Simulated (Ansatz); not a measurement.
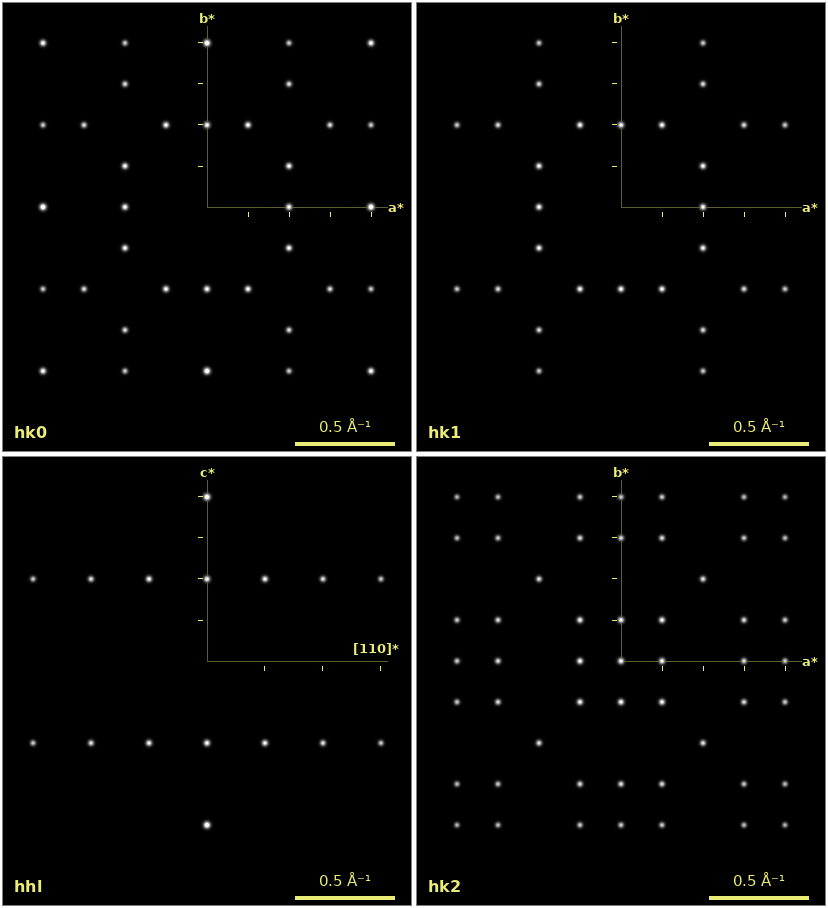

Simulated precession-type sections (X-rays; kinematic intensities, B = 0.5 Å²). The ticks mark integer indices of the conventional cell.

The compound is Rh. Structure: coordinates from a relaxation with DFT, PBEsol, plane waves (420 eV) with PAW, scalar-relativistic in Ansatz; the starting structure was generated, so it need not be a known form of this composition.

Q: Read the reciprocal cell and give the direct cell.

A: a* = 0.207, b* = 0.207, c* = 0.207 Å⁻¹; the cell is cubic with a = 4.82 Å.

Q: List the systematic absences.

A: Reflections are present only under these conditions. hkl: no condition; hk0: no condition; hhl: l = 2n; h00: h = 2n. The lattice is primitive (P). Further gaps, such as 0 4 1, 4 0 1, 1 4 0, come from atoms on special positions, not from the group's general conditions. A few very weak reflections are below the display threshold.

Q: Which space groups fit?

A: The intensities have Laue symmetry m-3m (the hk0 layer shows 4mm, hk1 shows 4mm). With these conditions the candidates are P-43n (No. 218), Pm-3n (No. 223). Diffraction geometry alone does not choose among them; the structure has Pm-3n.
